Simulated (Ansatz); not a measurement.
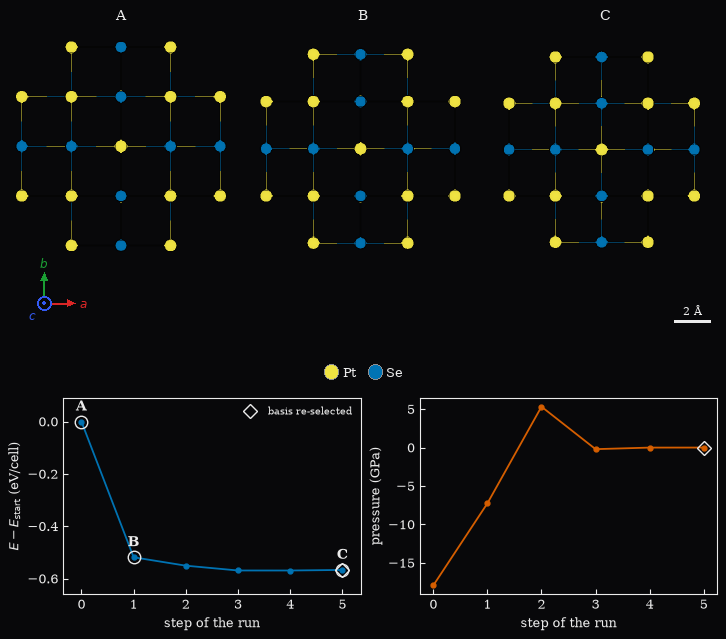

Frames of a relaxation of solid PtSe (a generated structure, set up in Fm-3m), marked on the history of the run. A ball-and-stick model of the conventional cell (4 times the calculation's cell), seen along the c axis. Lengths and directions refer to the drawn axes.

The run lets cell and atoms move.

Theory: Kohn-Sham DFT of a periodic cell, PBE with D3(BJ), Ansatz PAW (Ansatz).

Input file:
```yaml
crystal:
  lattice:
    - [0.0, 2.79841113, 2.79841113]
    - [2.79841113, 0.0, 2.79841113]
    - [2.79841113, 2.79841113, 0.0]
  atoms:
    - { symbol: Pt, position: [0.5, 0.5, 0.5] }
    - { symbol: Se, position: [0.0, 0.0, 0.0] }
hamiltonian:
  xc: pbe
  pseudopotentials: { kind: paw }
  dispersion: d3bj
kpoints:
  mp_grid: { grid: [8, 8, 8] }
scf:
  occupations: { method: fermi_dirac, width: 0.05 }
output:
  forces: true
  stress: true
  eigenvalues: true
relax:
  f_tol: 0.01
  max_steps: 40
  cell: { stress_tol: 0.05 }
```

Run as
```bash
ansatz run input.yaml --threads 2 --pin off --max-ram 5632MiB --backend cpu --events-out ev --progress --plain --runs-dir out
```

### Describe the path.

The atoms keep their places relative to the cell (all moves are under 0.005 Å). Cell: a = b = c 5.597 → 5.224 Å (−6.7 %). Volume −18.7 %. Some distances before and after: Pt–Se 2.798 → 2.612 Å. The space group stays Fm-3m (No. 225). Over 4 accepted moves (5 points after the start) the energy falls by 0.567 eV per cell of the calculation. All forces vanish by symmetry, so only the cell relaxes. The pressure goes from −17.93 to 0.00 GPa. The SCF was repeated once at an unchanged geometry on a basis and grid sized afresh for the cell, which shifted the energy by 2.1 meV per cell of the calculation at most. Cost: 4.6 s on 2 threads of Intel(R) Xeon(R) Platinum 8488C (Sapphire Rapids), with other jobs on the host, peak memory 0.4 GiB. From step 0 to 1: volume −13.9 %, energy −0.518 eV per cell of the calculation. From step 1 to 5: volume −5.5 %, energy −48.4 meV per cell of the calculation.
